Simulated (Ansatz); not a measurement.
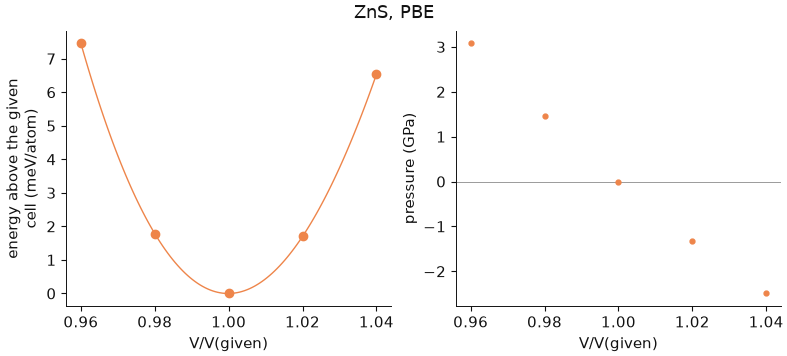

The picture above shows the energy above the given cell and pressure against V/V(given) for ZnS, space group P6_3mc (No. 186).

Cell as given: a = 3.846 Å, b = 3.846 Å, c = 6.304 Å, α = 90.00°, β = 90.00°, γ = 120.00°; 4 atoms.

Calculation (Ansatz 0.2.0): plane-wave density functional theory, PAW datasets, Gaussian smearing 0.05 eV: equation of state, the given cell scaled in volume with shape and atoms relaxed at each volume; third-order Birch-Murnaghan fit. Level: PBE, no spin polarisation.

- PAW set: soft_2
- wave cutoff: 420 eV
- k mesh: 10×10×6

V(given) is 20.19 Å³/atom.

The numbers behind the figure:

```
V/V(given)  energy above the given cell (meV/atom)  pressure (GPa)
      0.96                                    7.46           3.081
      0.98                                    1.78           1.452
      1.00                                    0.00          -0.009
      1.02                                    1.70          -1.320
      1.04                                    6.53          -2.495
```
